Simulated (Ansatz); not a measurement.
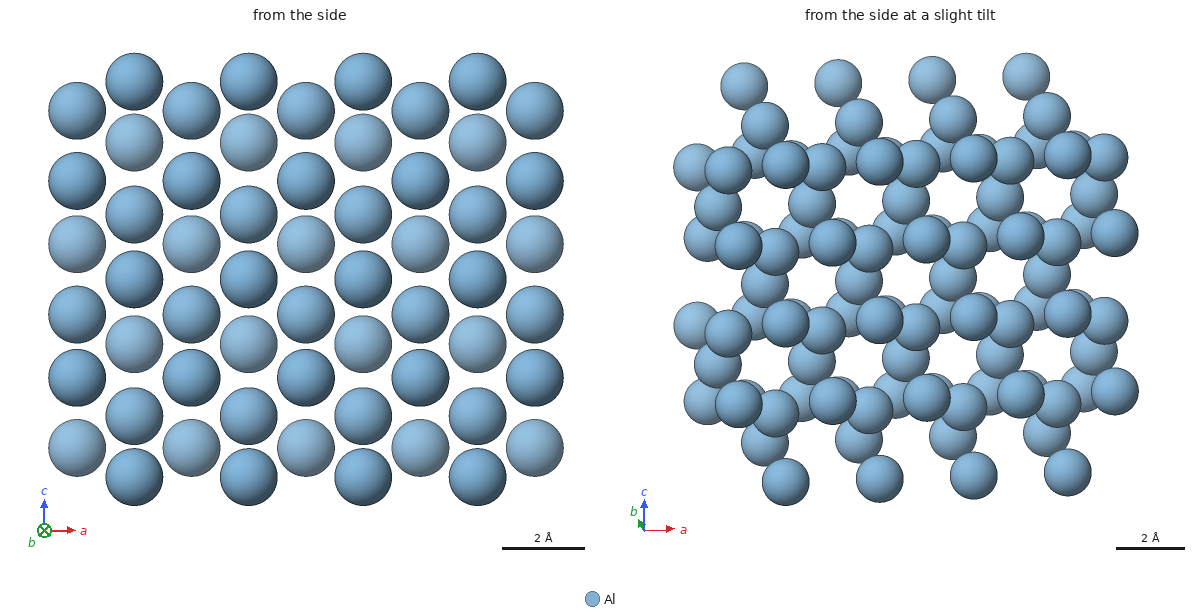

A spheres-only picture of a periodic slab, seen from the side and from the side at a slight tilt. The surface normal points up in side views; the vacuum is left out. 4×1 cells are drawn in the plane, with atoms at the edges repeated.

The cell holds 18 Al. The slab was cut from bulk Al (P6_3/mmc).

How far apart are the outermost atoms along the normal?

About 10 Å from the lowest to the highest atom.

What is the stacking of atomic planes, top to bottom?

13 planes: Al / Al / Al / Al / Al / Al / Al / Al / Al / Al / Al / Al / Al.

Give the Miller indices of the face.

(1 0 0).

Run with DFT r2SCAN, scalar-relativistic, plane waves, PAW (Ansatz) and these settings: E_cut = 500 eV, a 12×4×1 k-point mesh, Gaussian smearing of 0.1 eV, no spin polarisation.

How large is the work function at the top and at the bottom?

4.30 eV on both faces.

It goes back to a structure listed in the Materials Project, from which a slab was cut. The atoms were relaxed in a fixed cell with DFT r2SCAN, scalar-relativistic, plane waves, PAW in Ansatz.
